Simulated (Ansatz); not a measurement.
# Calculations on Ga₈N₇

## 1. Relaxation

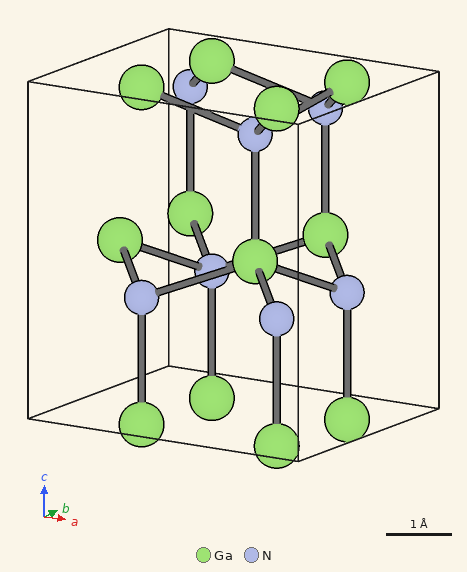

A defect cell of composition Ga8N7 (coarse preliminary run), before the relaxation. The picture is a ball-and-stick view of the cell of the calculation, reduced to other axes, seen slightly off an axis. Lengths and directions refer to the drawn axes.

Case: N vacancy (site b), charge +0, atoms relaxed at the host's cell.

Method: DFT PBE, scalar-relativistic, plane waves, PAW in Ansatz.

Input file:
```yaml
crystal:
  lattice:
    - [0.0, 0.0, 5.2431684095]
    - [3.2183708159, 5.5743817708, 0.0]
    - [-6.4367416318, -1.0e-10, 0.0]
  atoms:
    - { symbol: Ga, position: [0.4991348631, 0.1666666667, 0.3333333333], spin: 0.25 }
    - { symbol: Ga, position: [0.4991348631, 0.1666666667, 0.8333333333] }
    - { symbol: Ga, position: [0.4991348631, 0.6666666667, 0.3333333333] }
    - { symbol: Ga, position: [0.4991348631, 0.6666666667, 0.8333333333] }
    - { symbol: Ga, position: [0.9991348631, 0.3333333333, 0.6666666667], spin: 0.25 }
    - { symbol: Ga, position: [0.9991348631, 0.3333333333, 0.1666666667], spin: 0.25 }
    - { symbol: Ga, position: [0.9991348631, 0.8333333333, 0.6666666667] }
    - { symbol: Ga, position: [0.9991348631, 0.8333333333, 0.1666666667], spin: 0.25 }
    - { symbol: "N", position: [0.8758651369, 0.1666666667, 0.8333333333] }
    - { symbol: "N", position: [0.8758651369, 0.6666666667, 0.3333333333] }
    - { symbol: "N", position: [0.8758651369, 0.6666666667, 0.8333333333] }
    - { symbol: "N", position: [0.3758651369, 0.3333333333, 0.6666666667] }
    - { symbol: "N", position: [0.3758651369, 0.3333333333, 0.1666666667] }
    - { symbol: "N", position: [0.3758651369, 0.8333333333, 0.6666666667] }
    - { symbol: "N", position: [0.3758651369, 0.8333333333, 0.1666666667] }
  host:
    lattice:
      - [3.2183708159, 0.0, 0.0]
      - [-1.609185408, 2.7871908854, 0.0]
      - [0.0, 0.0, 5.2431684095]
    atoms:
      - { symbol: Ga, position: [0.6666666667, 0.3333333333, 0.4991348631] }
      - { symbol: Ga, position: [0.3333333333, 0.6666666667, 0.9991348631] }
      - { symbol: "N", position: [0.6666666667, 0.3333333333, 0.8758651369] }
      - { symbol: "N", position: [0.3333333333, 0.6666666667, 0.3758651369] }
basis:
  ecutwfc: 420
  xc_grid: 2
kpoints:
  mp_grid: { grid: [1, 1, 1], shift: [0.0, 0.0, 0.0] }
hamiltonian:
  xc: pbe
scf:
  occupations: { method: gaussian, width: 0.01 }
output:
  forces: true
  stress: false
  eigenvalues: true
  populations: true
  charged_corrections:
    defect_position: [0.87586514, 0.16666667, 0.33333333]
    epsilon: [[10.4928, 0.0, 0.0], [0.0, 10.4928, 0.0], [0.0, 0.0, 11.6882]]
magnetization:
  spin_polarized: true
relax:
  adjacent_minimum: "off"
  f_tol: 0.025
  max_steps: 45
```

Launched with:
```bash
ansatz run input.yaml --threads 4 --pin off --max-ram 10240MiB --backend cpu --events-out ev --progress --plain --runs-dir out
```

Predict the outcome.

Answer. The atom that moves furthest is Ga1 (0.10 Å along +c). By element the largest moves are Ga 0.10 Å, N 0.08 Å. The lattice vectors keep their values. Among the contacts that change: Ga1–N12 1.967 → 1.921 Å, Ga7–N14 1.975 → 1.945 Å, Ga2–N12 1.967 → 1.978 Å, Ga2–N9 1.975 → 1.981 Å. Among the angles between lasting bonds that change: N13–Ga3–N15 109.8° → 115.2°, Ga1–N13–Ga6 109.2° → 114.6°, Ga2–N13–Ga6 109.2° → 104.6°. Over 4 geometry steps the energy falls by 0.188 eV per cell of the calculation. Largest force component: 0.58 eV/Å at the start, 0.0055 eV/Å at the end. Cost: 2.5 s on 4 threads of AMD EPYC 9R45 96-Core Processor (Zen 5), on a shared host, peak memory 0.49 GiB.

After the run, drawn alike:

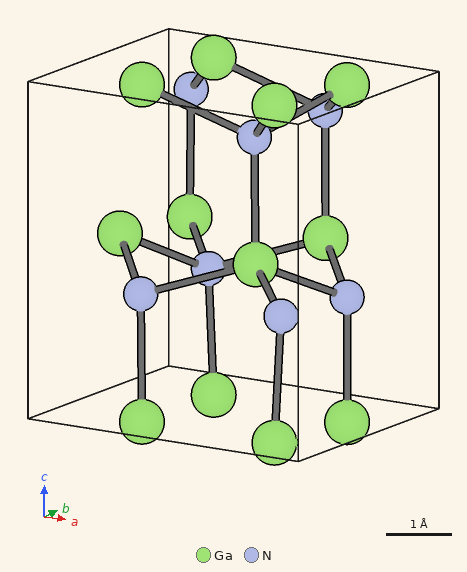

Limits of the set-up: the periodic images lie only 5.2 Å apart, so the values are limited by the cell's size.

## 2. Relaxation

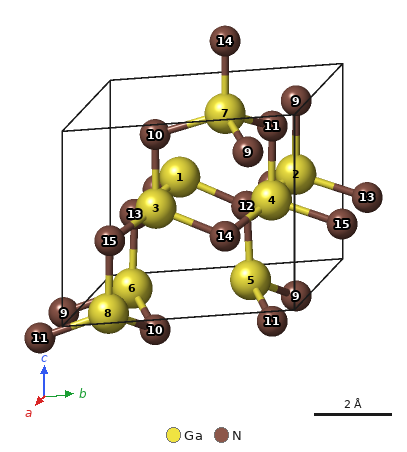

A defect cell of composition Ga$_{8}$N$_{7}$ (cell charge +1) (coarse preliminary run), before the relaxation. The picture is a ball-and-stick view of the cell of the calculation, reduced to other axes, seen slightly off an axis. Lengths and directions refer to the drawn axes.

Case: N vacancy (site b), charge +1, atoms relaxed at the host's cell.

The calculation used DFT PBE, scalar-relativistic, plane waves, PAW (Ansatz 0.2.0).

Input file:
```yaml
crystal:
  lattice:
    - [0.0, 0.0, 5.2431684095]
    - [3.2183708159, 5.5743817708, 0.0]
    - [-6.4367416318, -1.0e-10, 0.0]
  atoms:
    - { symbol: Ga, position: [0.5186865348, 0.1666666667, 0.3333333333] }
    - { symbol: Ga, position: [0.4900468379, 0.16491341, 0.832456705] }
    - { symbol: Ga, position: [0.4900468379, 0.667543295, 0.33508659] }
    - { symbol: Ga, position: [0.4900468379, 0.667543295, 0.832456705] }
    - { symbol: Ga, position: [1.0082200635, 0.3366474413, 0.6732948826] }
    - { symbol: Ga, position: [1.0082200635, 0.3366474413, 0.1633525587] }
    - { symbol: Ga, position: [0.9910269949, 0.8333333333, 0.6666666667] }
    - { symbol: Ga, position: [1.0082200635, 0.8267051174, 0.1633525587] }
    - { symbol: "N", position: [0.8679006732, 0.1693500298, 0.8346750149] }
    - { symbol: "N", position: [0.8679006732, 0.6653249851, 0.3306499702] }
    - { symbol: "N", position: [0.8679006732, 0.6653249851, 0.8346750149] }
    - { symbol: "N", position: [0.3846441345, 0.3270303802, 0.6540607604] }
    - { symbol: "N", position: [0.3846441345, 0.3270303802, 0.1729696198] }
    - { symbol: "N", position: [0.3619862063, 0.8333333333, 0.6666666667] }
    - { symbol: "N", position: [0.3846441345, 0.8459392396, 0.1729696198] }
  host:
    lattice:
      - [3.2183708159, 0.0, 0.0]
      - [-1.609185408, 2.7871908854, 0.0]
      - [0.0, 0.0, 5.2431684095]
    atoms:
      - { symbol: Ga, position: [0.6666666667, 0.3333333333, 0.4991348631] }
      - { symbol: Ga, position: [0.3333333333, 0.6666666667, 0.9991348631] }
      - { symbol: "N", position: [0.6666666667, 0.3333333333, 0.8758651369] }
      - { symbol: "N", position: [0.3333333333, 0.6666666667, 0.3758651369] }
total_charge: 1
basis:
  ecutwfc: 420
  xc_grid: 2
kpoints:
  mp_grid: { grid: [1, 1, 1], shift: [0.0, 0.0, 0.0] }
hamiltonian:
  xc: pbe
scf:
  occupations: { method: gaussian, width: 0.01 }
output:
  forces: true
  stress: false
  eigenvalues: true
  charged_corrections:
    defect_position: [0.87586514, 0.16666667, 0.33333333]
    epsilon: [[10.4928, 0.0, 0.0], [0.0, 10.4928, 0.0], [0.0, 0.0, 11.6882]]
relax:
  adjacent_minimum: "off"
  f_tol: 0.025
  max_steps: 45
```

Launched with:
```bash
ansatz run input.yaml --threads 4 --pin off --max-ram 10240MiB --backend cpu --events-out ev --progress --plain --runs-dir out
```

Question: What does the optimiser find from here?

Answer: Ga1 moves most: 0.073 Å along −c. Largest moves by element: Ga 0.073 Å, N 0.067 Å. The cell stays as it was. Near-neighbour distances that change, for instance: Ga2–N12 1.978 → 1.992 Å, Ga2–N14 1.967 → 1.954 Å, Ga7–N14 1.945 → 1.957 Å, Ga1–N12 1.921 → 1.916 Å. Among the angles between lasting bonds that change: Ga5–N9–Ga6 106.0° → 110.6°, N9–Ga6–N13 113.4° → 110.2°, Ga1–N13–Ga6 114.6° → 111.6°. Over 4 accepted moves (7 points after the start) the energy falls by 0.137 eV per cell of the calculation. Largest force component: 0.66 eV/Å at the start, 0.003 eV/Å at the end. The line search rejected the trial steps at points 3, 5 of the run. 1 step only repeated the SCF at the same geometry.

History of the run:

```json
{"step": "0", "E − E(0), meV/atom": "0.00", "largest force component, eV/Å": "0.6613", "note": ""}
{"step": "1", "E − E(0), meV/atom": "-7.64", "largest force component, eV/Å": "0.3693", "note": ""}
{"step": "2", "E − E(0), meV/atom": "-8.90", "largest force component, eV/Å": "0.1267", "note": ""}
{"step": "3", "E − E(0), meV/atom": "-8.89", "largest force component, eV/Å": "0.2319", "note": "rejected"}
{"step": "4", "E − E(0), meV/atom": "-8.90", "largest force component, eV/Å": "0.1268", "note": "same geometry, SCF repeated"}
{"step": "5", "E − E(0), meV/atom": "-8.89", "largest force component, eV/Å": "0.2323", "note": "rejected"}
{"step": "6", "E − E(0), meV/atom": "-9.13", "largest force component, eV/Å": "0.0456", "note": ""}
{"step": "7", "E − E(0), meV/atom": "-9.16", "largest force component, eV/Å": "0.0030", "note": ""}
```

The end point in the same view:

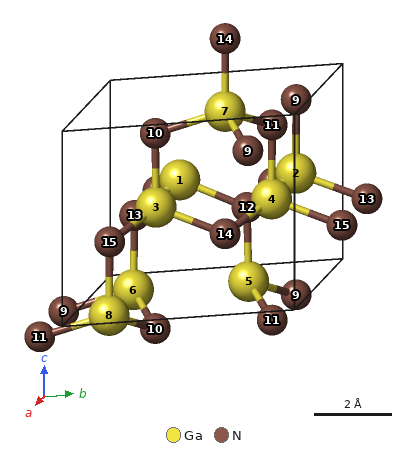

Limits of the set-up: the periodic images lie only 5.2 Å apart, so the values are limited by the cell's size; the cell is charged, on a uniform background, and energies carry no finite-size correction.

## 3. Defect

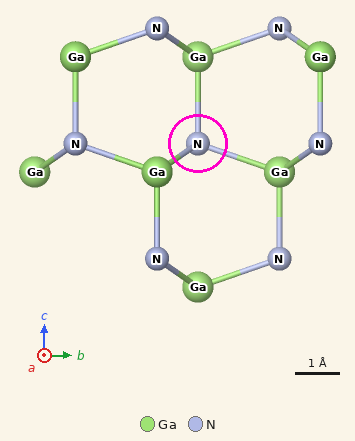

Perfect GaN. The picture is a ball-and-stick view of the atoms within 4.0 Å of one point, in a slice 3.4 Å thick across the line of sight, seen along the a axis.

The calculation used Ansatz, DFT PBE, scalar-relativistic, plane waves, PAW. Settings: plane-wave cutoff 420 eV; k-point mesh 1 × 1 × 1; occupations gaussian; smearing width 0.01 eV; collinear spin. The cell is small and the k-mesh coarse, so the numbers are rough. A uniform background neutralises the charged cell. The axes drawn are those of the host's conventional cell.

A nitrogen atom is taken out (a vacancy) at the ringed place, in charge state +2. The supercell has 16 sites, and the atoms are relaxed at the host's cell.

### Predict the relaxed surroundings of the defect.

Around the empty N site the host had 4 Ga at 1.97 to 1.98 Å; after relaxation the nearest atoms are 4 Ga at 1.91 to 1.94 Å. Of the host's atoms, a nitrogen atom moves furthest from its site, by 0.08 Å.

The relaxed defect, seen from the same direction:

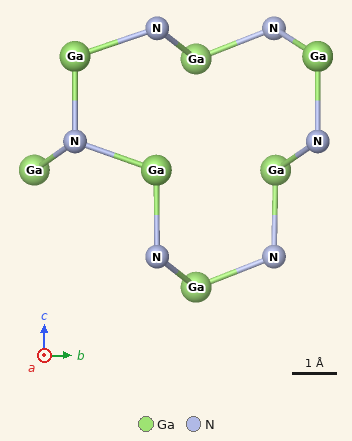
